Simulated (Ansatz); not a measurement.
A series of calculations on GaP

Part 1: A change

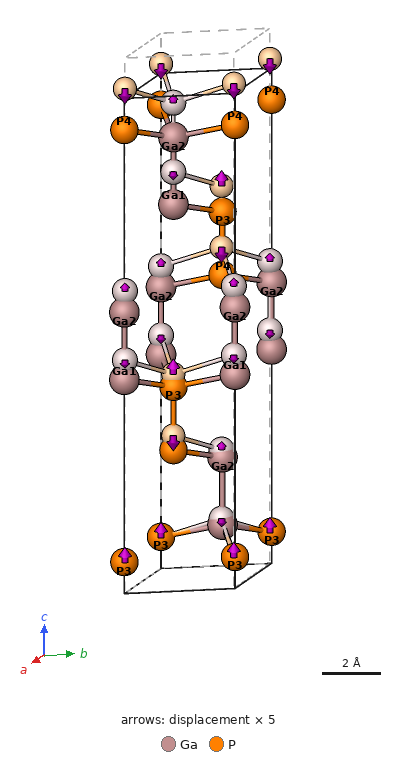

A symmetric starting cell of GaP, drawn pale, and a changed version of it, drawn solid. The purple arrows show how the atoms are displaced (without the part that the change of the cell carries along), magnified 5 times. Besides, the cell is strained by −7.5 % along c and +1.5 % across it (volume −4.6 %). The picture is a ball-and-stick view of the conventional cell (3 times the calculation's cell), seen slightly off an axis. Lengths and directions refer to the drawn axes.

The calculation used DFT PBE, scalar-relativistic, plane waves, PAW in Ansatz 0.2.0. (plane-wave cutoff 420 eV; k-point mesh 9 × 9 × 9; occupations gaussian; smearing width 0.02 eV; no spin polarisation)

How are the atoms displaced, and what does the calculation give?

Atoms are displaced by up to 0.12 Å (root mean square over those that move 0.09 Å) relative to the cell: Ga1 0.06 Å along −c, P4 0.12 Å along −c. No relaxation follows. The starting cell wasn't computed here and needn't be at equilibrium, so pressure and forces aren't due to the change alone. The pressure is 3.5 GPa (not all of it need come from the change, since the unchanged cell can be under pressure at this level too). The principal stresses (compression positive) are 7.8 GPa along c and 1.4 GPa across it. The largest forces, 1.2 eV/Å, act on P3 and P4; on P3 it points along −c. The forces point straight back along the displacements (cosine −1.00). Some distances before and after: P–P 2.214 → 2.280 Å, Ga–Ga 2.494 → 2.432 Å, Ga–P 2.403 → 2.361 Å. The space group stays R-3m (No. 166).

Part 2: A change

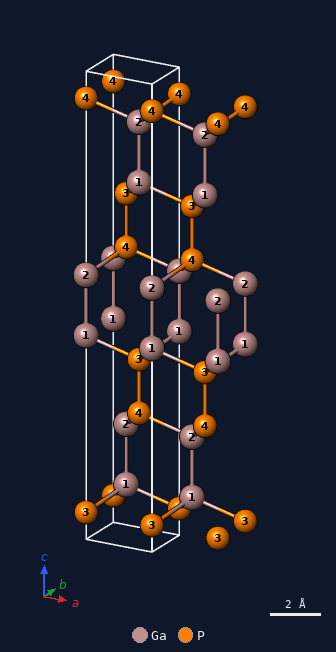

Reference structure: a symmetric starting cell of GaP. The picture is a ball-and-stick view of the conventional cell (3 times the calculation's cell), repeated 2 × 1 × 1 with one cell outlined, seen slightly off an axis. Lengths and directions refer to the drawn axes.

Method: Ansatz, DFT PBE, scalar-relativistic, plane waves, PAW. (plane-wave cutoff 420 eV; k-point mesh 9 × 9 × 9; occupations gaussian; smearing width 0.02 eV; no spin polarisation)

The variant: The cell is strained by +5.9 % along c and +2.9 % across it (volume +12.2 %) and atoms are displaced by up to 0.04 Å (root mean square over those that move 0.03 Å) relative to the cell: Ga2 0.04 Å along +c, P3 0.02 Å along +c. No relaxation follows. The starting cell wasn't computed here and needn't be at equilibrium, so pressure and forces aren't due to the change alone.

**What is the effect?**

The pressure is −6.1 GPa (not all of it need come from the change, since the unchanged cell can be under pressure at this level too). The principal stresses (compression positive) are −9.6 GPa along c and −4.3 GPa across it. The largest forces, 0.74 eV/Å, act on P3 and P4; on P3 it points along −c. The forces mostly point back along the displacements (cosine −0.89). Among the bonded contacts that change: Ga–Ga 2.494 → 2.719 Å, P–P 2.214 → 2.392 Å, Ga–P 2.403 → 2.461 Å. The space group stays R-3m (No. 166).

Drawn alike, the variant:

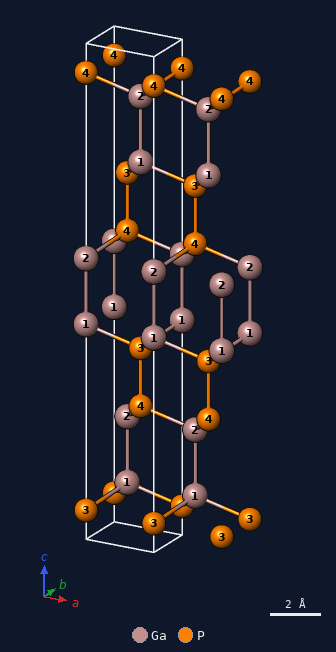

Part 3: Distortion

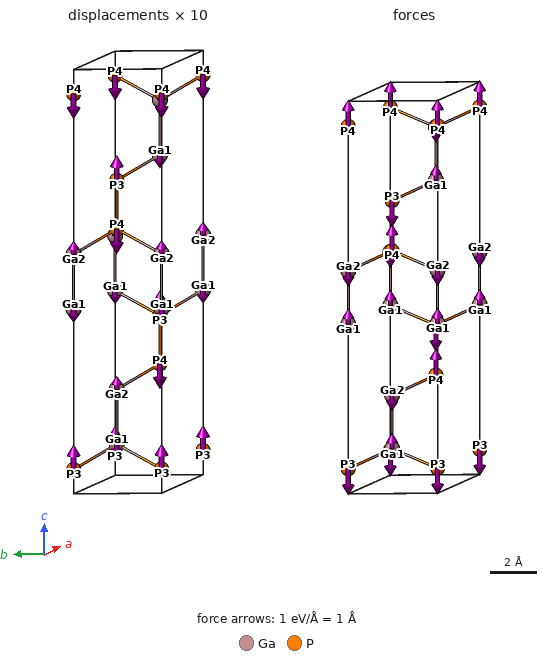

Left: a symmetric starting cell of GaP, with purple arrows for the displacements applied to it (without the part that the change of the cell carries along). Right: the displaced structure with the computed forces. Besides, the cell is strained by −7.5 % along c and +1.5 % across it (volume −4.6 %). Style: ball-and-stick. Shown: the conventional cell (3 times the calculation's cell), from a free direction. Lengths and directions refer to the drawn axes.

Level of theory: Ansatz, DFT PBE, scalar-relativistic, plane waves, PAW. (plane-wave cutoff 420 eV; k-point mesh 9 × 9 × 9; occupations gaussian; smearing width 0.02 eV; no spin polarisation)

How do the forces relate to the distortion?

Answer. Atoms are displaced by up to 0.12 Å (root mean square over those that move 0.09 Å) relative to the cell: Ga1 0.06 Å along −c, P4 0.12 Å along −c. No relaxation follows. The starting cell wasn't computed here and needn't be at equilibrium, so pressure and forces aren't due to the change alone. The pressure is 3.5 GPa (not all of it need come from the change, since the unchanged cell can be under pressure at this level too). The principal stresses (compression positive) are 7.8 GPa along c and 1.4 GPa across it. The largest forces, 1.2 eV/Å, act on P3 and P4; on P3 it points along −c. The forces point straight back along the displacements (cosine −1.00). Some distances before and after: P–P 2.214 → 2.280 Å, Ga–Ga 2.494 → 2.432 Å, Ga–P 2.403 → 2.361 Å. The space group stays R-3m (No. 166).

Part 4: Distortion

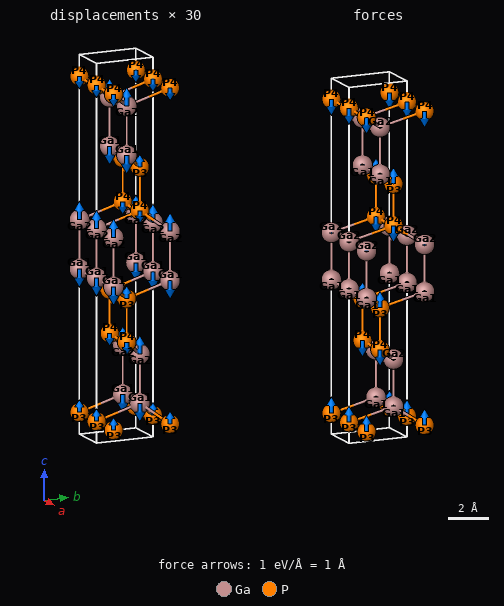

Left: a symmetric starting cell of GaP, with blue arrows for the displacements applied to it (without the part that the change of the cell carries along). Right: the displaced structure with the computed forces. Besides, the cell is strained by −6.3 % along c and +2.7 % across it (volume −1.0 %). A ball-and-stick model of the conventional cell (3 times the calculation's cell), repeated 2 × 1 × 1 with one cell outlined, seen slightly off an axis. Lengths and directions refer to the drawn axes.

Computed with DFT PBE, scalar-relativistic, plane waves, PAW (Ansatz 0.2.0). Set-up: plane-wave cutoff 420 eV; k-point mesh 9 × 9 × 9; occupations gaussian; smearing width 0.02 eV; no spin polarisation.

Question: How do the forces relate to the distortion?

Answer: Atoms are displaced by 0.03 Å relative to the cell: Ga1 0.03 Å along −c, P3 0.02 Å along +c. No relaxation follows. The starting cell wasn't computed here and needn't be at equilibrium, so pressure and forces aren't due to the change alone. The pressure is 2.0 GPa (not all of it need come from the change, since the unchanged cell can be under pressure at this level too). The principal stresses (compression positive) are 12.3 GPa along c and −3.1 GPa across it. The largest forces, 0.88 eV/Å, act on P3 and P4; on P3 it points along +c. The forces point along the displacements, not back (a soft direction, or forces left over where the reference was relaxed at another level) (cosine 0.47). Near-neighbour distances before and after: P–P 2.214 → 2.121 Å, Ga–Ga 2.494 → 2.403 Å, Ga–P 2.403 → 2.425 Å. The space group stays R-3m (No. 166).
